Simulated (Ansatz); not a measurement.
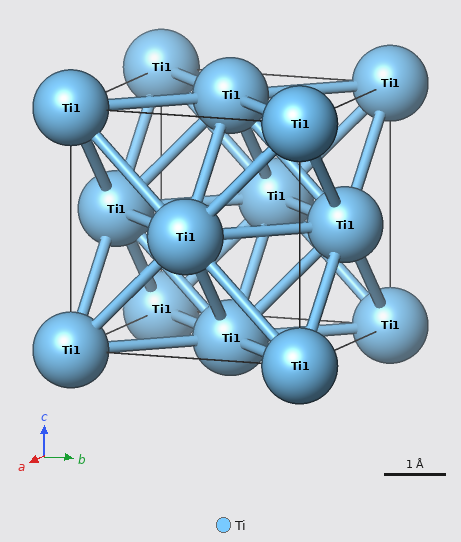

Fig. 1: The structure (ball-and-stick view of the cell 4 times as large as that of the calculation, set on its symmetry axes, seen slightly off an axis; atoms are numbered from 1 in the order of the input). An atom can appear more than once, as a periodic image. Near neighbours in the periodic cell (some may lie outside the picture): Ti has 12 Ti at 2.87 Å.

**From Ti to Zr**

System: Ti (Fm-3m, 1 atom in the cell).
Method of run A: DFT PBEsol, scalar-relativistic, plane waves, PAW, no spin polarisation (Ansatz 0.2.0).
System of run B: Zr (Fm-3m, 1 atom in the cell).

On run A: The structure derives from an entry of the Crystallography Open Database. On run B: The structure was made by swapping elements on the sites of another compound; it need not be a known phase. It belongs to a series of runs on one base structure; here: Ti -> Zr on all its sites, cell and atoms relaxed. Text and figures count atoms from 1; the logs count them from 0 in places.

Input, run A:
```yaml
crystal:
  lattice:
    - [0.0, 2.03, 2.03]
    - [2.03, 0.0, 2.03]
    - [2.03, 2.03, 0.0]
  atoms:
    - { symbol: Ti, position: [0.0, 0.0, 0.0] }
basis:
  ecutwfc: 420
kpoints:
  mp_grid: { grid: [8, 8, 8] }
hamiltonian:
  xc: pbesol
scf:
  occupations: { method: gaussian, width: 0.1 }
output:
  forces: true
  stress: true
  eigenvalues: true
```

Command:
```bash
ansatz run input.yaml --threads 1 --pin off --max-ram 2560MiB --backend cpu --events-out ev --progress --plain --runs-dir out
```

Hardware: 1 thread of AMD EPYC (Zen 3), 192 GiB of memory available, shared host.

Output, shortened to warnings, some set-up lines, iterations and results (run A):
```
Basis set: ecut = 420 eV, 331 PW (Γ), exchange–correlation on 40×40×40 points (8 copies of the dense FFT grid, shifted against one another)
Symmetry: 48 space group operations
k-points: 29 of 512
Initial density: superposition of atomic densities (neutral atoms: chi_scale 0, normalization atom), corrected by the library's trained network
[...]
SCF iter   1: F=—  HF=-2473.842293 eV  |F-HF|=—  |Δ(HF+E_count)|=         —  Δρ=7.86e-3  dr2=7.88e-3  ethr=1.77e-3  ⟨swp⟩=4.3  Hψ=1506  notcnv=0
SCF iter   2: F=—  HF=-2473.839946 eV  |F-HF|=—  |Δ(HF+E_count)|=   2.35e-3  Δρ=2.84e-3  dr2=7.37e-4  ethr=6.56e-5  ⟨swp⟩=3.0  Hψ=789  notcnv=0  defer=3
SCF iter   3: F=—  HF=-2473.839767 eV  |F-HF|=—  |Δ(HF+E_count)|=   1.80e-4  Δρ=1.35e-3  dr2=9.31e-5  ethr=6.14e-6  ⟨swp⟩=2.9  Hψ=460  notcnv=0  defer=3
SCF iter   4: F=—  HF=-2473.839779 eV  |F-HF|=—  |Δ(HF+E_count)|=   1.26e-5  Δρ=1.55e-4  dr2=1.08e-6  ethr=7.76e-7  ⟨swp⟩=1.0  Hψ=287  notcnv=0  defer=3
SCF iter   5: F=-2473.839779 eV  HF=-2473.839779 eV  |F-HF|=8.46e-9  |Δ(HF+E_count)|=   2.40e-7  Δρ=1.18e-5  dr2=1.88e-8  ethr=9.03e-9  ⟨swp⟩=1.3  Hψ=297  notcnv=0  defer=3
SCF iter   6: F=-2473.839779 eV  HF=-2473.839779 eV  |F-HF|=5.00e-12  |Δ(HF+E_count)|=   4.72e-9  Δρ=1.05e-6  dr2=1.11e-10  ethr=1.57e-10  ⟨swp⟩=2.2  Hψ=918  notcnv=0
SCF 1 converged in 6 iterations: F = -2473.839779 eV  dr2 = 1.11e-10
SCF converged after 6 iterations
Free energy (F): -2473.839779 eV
Harris-Foulkes:  -2473.839779 eV  (|F-HF|=5.00e-12)
Internal energy: -2473.832778 eV  (E = F + TS)
E sigma→0 (E₀):  -2473.836279 eV
Entropy (-TS):   -0.007001 eV (-7.001 meV/atom)
Fermi energy:    13.759243 eV
--- Per-component energies (eV) ---
  E_band       = -149.929113
  E_kinetic    = 273.148607
  E_local      = -792.490914  (includes V_loc(G=0)·N_el)
  E_nonlocal   = 9.484648
  E_hartree    = 326.204972
  E_xc         = -96.903111
  E_vxc        = -121.776546  (∫ρ·V_xc dr)
  E_paw        = -1022.611546  (= ΣΔE_a)
  E_vpaw       = -170.704827  (= ΣTr[D̂ρ^β])
  E_aug_tail   = 0.000100  (compensation charges beyond the density's cutoff)
  E_ewald      = -1170.804918
  E_core_change = 0.139384  (= ΣΔE_core)
  E_smearing   = -0.007001  (= −TS)
  E_closure    = -0.000000  (closes the sum)
  Σ components = -2473.839779   (vs F -2473.839779, Δ=0.00e0)
--- Forces (eV/Å), atoms counted from 1 ---
  atom   1  Ti    -0.00000000    -0.00000000     0.00000000
  max |Σ_I F_I| component: 5.14e-32 eV/Å
--- Stress (GPa, compression-positive) ---
       -0.342974       0.000000       0.000000
       -0.000000      -0.342974       0.000000
       -0.000000      -0.000000      -0.342974
  P = ⅓ Tr σ = -0.3430 GPa (-3.430 kbar)
```

The input of run B differs as follows (lines with − go, lines with + come):
```diff
-    - [0.0, 2.03, 2.03]
-    - [2.03, 0.0, 2.03]
-    - [2.03, 2.03, 0.0]
+    - [0.0, 2.1584285594, 2.1584285594]
+    - [2.1584285594, 0.0, 2.1584285594]
+    - [2.1584285594, 2.1584285594, 0.0]
-    - { symbol: Ti, position: [0.0, 0.0, 0.0] }
+    - { symbol: Zr, position: [0.0, 0.0, 0.0] }
```

How does run B compare with run A?

The total energies belong to different systems, so their difference says nothing on which is more stable or more accurate. The pressure goes from −0.34 to 11.80 GPa. The volume per atom goes from 16.73 to 20.11 Å³. The number of SCF iterations is the same. The plane waves at Γ go from 331 to 411.

Output, shortened to warnings, some set-up lines, iterations and results (run B):
```
Basis set: ecut = 420 eV, 411 PW (Γ), exchange–correlation on 48×48×48 points (8 copies of the dense FFT grid, shifted against one another)
Symmetry: 48 space group operations
k-points: 29 of 512
Initial density: superposition of atomic densities (neutral atoms: chi_scale 0, normalization atom), corrected by the library's trained network
[...]
SCF iter   1: F=—  HF=-4128.540009 eV  |F-HF|=—  |Δ(HF+E_count)|=         —  Δρ=3.58e-3  dr2=1.40e-3  ethr=1.77e-3  ⟨swp⟩=5.0  Hψ=1619  notcnv=0
SCF iter   2: F=—  HF=-4128.539516 eV  |F-HF|=—  |Δ(HF+E_count)|=   4.93e-4  Δρ=1.64e-3  dr2=1.74e-4  ethr=1.17e-5  ⟨swp⟩=2.5  Hψ=655  notcnv=0
SCF iter   3: F=—  HF=-4128.539536 eV  |F-HF|=—  |Δ(HF+E_count)|=   1.97e-5  Δρ=3.73e-4  dr2=7.56e-6  ethr=1.45e-6  ⟨swp⟩=1.0  Hψ=286  notcnv=0
SCF iter   4: F=—  HF=-4128.539539 eV  |F-HF|=—  |Δ(HF+E_count)|=   3.13e-6  Δρ=3.84e-5  dr2=8.90e-8  ethr=6.30e-8  ⟨swp⟩=1.8  Hψ=327  notcnv=0
SCF iter   5: F=-4128.539539 eV  HF=-4128.539539 eV  |F-HF|=2.06e-10  |Δ(HF+E_count)|=   8.15e-8  Δρ=2.64e-6  dr2=4.48e-10  ethr=7.41e-10  ⟨swp⟩=2.4  Hψ=459  notcnv=0
SCF iter   6: F=-4128.539539 eV  HF=-4128.539539 eV  |F-HF|=0.00e0  |Δ(HF+E_count)|=  2.27e-10  Δρ=2.36e-7  dr2=3.20e-12  ethr=3.74e-12  ⟨swp⟩=1.8  Hψ=863  notcnv=0
SCF 1 converged in 6 iterations: F = -4128.539539 eV  dr2 = 3.20e-12
SCF converged after 6 iterations
Free energy (F): -4128.539539 eV
Harris-Foulkes:  -4128.539539 eV  (|F-HF|=0.00e0)
Internal energy: -4128.529868 eV  (E = F + TS)
E sigma→0 (E₀):  -4128.534704 eV
Entropy (-TS):   -0.009670 eV (-9.670 meV/atom)
Fermi energy:    16.220224 eV
--- Per-component energies (eV) ---
  E_band       = -65.827594
  E_kinetic    = 337.023159
  E_local      = -558.910488  (includes V_loc(G=0)·N_el)
  E_nonlocal   = 82.966475
  E_hartree    = 173.724634
  E_xc         = -161.744139
  E_vxc        = -192.076232  (∫ρ·V_xc dr)
  E_paw        = -2900.614346  (= ΣΔE_a)
  E_vpaw       = -82.279785  (= ΣTr[D̂ρ^β])
  E_aug_tail   = 0.000023  (compensation charges beyond the density's cutoff)
  E_ewald      = -1101.140908
  E_core_change = 0.165720  (= ΣΔE_core)
  E_smearing   = -0.009670  (= −TS)
  E_closure    = 0.000000  (closes the sum)
  Σ components = -4128.539539   (vs F -4128.539539, Δ=0.00e0)
--- Forces (eV/Å), atoms counted from 1 ---
  atom   1  Zr    -0.00000000     0.00000000    -0.00000000
  max |Σ_I F_I| component: 6.57e-32 eV/Å
--- Stress (GPa, compression-positive) ---
       11.804019      -0.000000       0.000000
       -0.000000      11.804019       0.000000
       -0.000000       0.000000      11.804019
  P = ⅓ Tr σ = 11.8040 GPa (118.040 kbar)
```

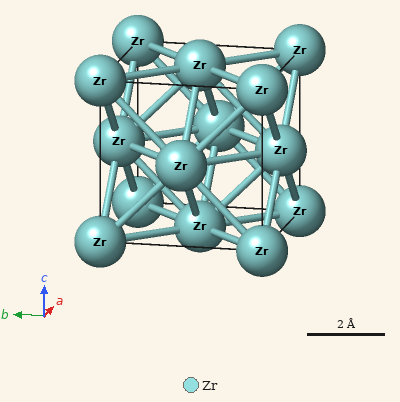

Fig. 2: The input structure of run B (ball-and-stick view of the cell 4 times as large as that of the calculation, set on its symmetry axes, seen at an oblique angle). An atom can appear more than once, as a periodic image.

The two runs side by side:

| quantity | run A | run B |
| --- | --- | --- |
| outcome | converged | converged |
| free energy per atom (eV) | −2473.8398 | −4128.5395 |
| energy per atom, smearing taken to zero (eV) | −2473.8363 | −4128.5347 |
| gap on the mesh (eV) | 0.00 | 0.00 |
| pressure (GPa) | −0.34 | 11.80 |
| volume per atom (Å³) | 16.73 | 20.11 |
| largest force (eV/Å) | 0.000 | 0.000 |
| SCF iterations | 6 | 6 |
| irreducible k-points | 29 | 29 |
| plane waves at Γ | 331 | 411 |
| wall time (shared host) | 0.73 s | 0.83 s |

For run B: The cell is under a pressure of 11.8 GPa at this level, so it is not at its equilibrium volume.
